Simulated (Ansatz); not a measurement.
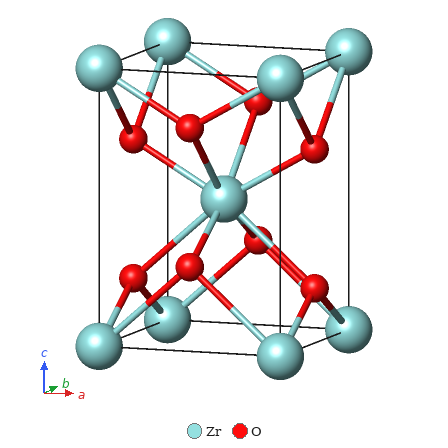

System: ZrO₂, space group P4_2/nmc (No. 137). The picture shows the cell.

Input file:
```
crystal:
  lattice:
    - [3.6010266379, 0.0, 0.0]
    - [0.0, 3.6010266379, 0.0]
    - [0.0, 0.0, 5.227183601]
  atoms:
    - { symbol: Zr, position: [0.0, 0.0, 0.0] }
    - { symbol: Zr, position: [0.5, 0.5, 0.5] }
    - { symbol: O, position: [0.0, 0.5, 0.1969684769] }
    - { symbol: O, position: [0.0, 0.5, 0.6969684769] }
    - { symbol: O, position: [0.5, 0.0, 0.3030315231] }
    - { symbol: O, position: [0.5, 0.0, 0.8030315231] }
kpoints:
  mp_grid: { grid: [6, 6, 4] }
hamiltonian:
  xc: r2scan
scf:
  occupations: { method: fixed }
dielectric: {}
```

Launched with:
```bash
ansatz run input.yaml --threads 4 --pin off --max-ram 7372MiB --backend cpu --events-out ev --progress --plain --runs-dir out
```

How it was computed, with Ansatz 0.2.0: Born effective charges by linear response at the zone centre, in units of the proton charge, Cartesian axes of the given cell; DFT, r2SCAN, plane waves, PAW. Level: r2SCAN, no spin polarisation.

- periodic directions: 3
- potentials: PAW
- wave cutoff: 500 eV
- k mesh: 6×6×4

Predict the mean Born effective charge of each atom. The cases: Zr 1; Zr 2; O 1; O 2; O 3; O 4.

Zr 1 and Zr 2 share the largest size, 5.44 e, and the charges add up to 0.00 e. O 1, O 2, O 3 and O 4 are equally anisotropic; for O 1: its diagonal components run from −3.66 to −2.06 e.

| atom | mean Born effective charge (e) | Born charge xx (e) | Born charge zz (e) |
| --- | --- | --- | --- |
| Zr 1 | 5.442 | 5.723 | 4.88 |
| Zr 2 | 5.442 | 5.723 | 4.88 |
| O 1 | −2.721 | −2.060 | −2.44 |
| O 2 | −2.721 | −3.663 | −2.44 |
| O 3 | −2.721 | −2.060 | −2.44 |
| O 4 | −2.721 | −3.663 | −2.44 |

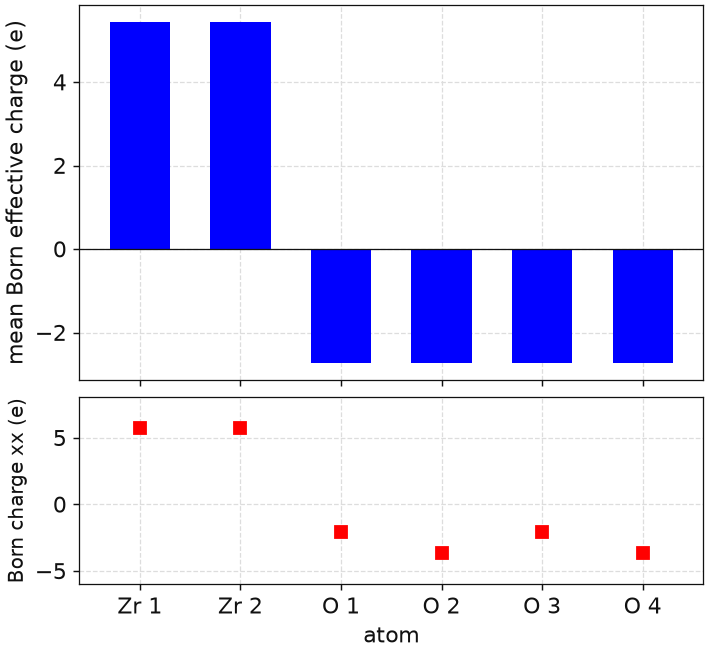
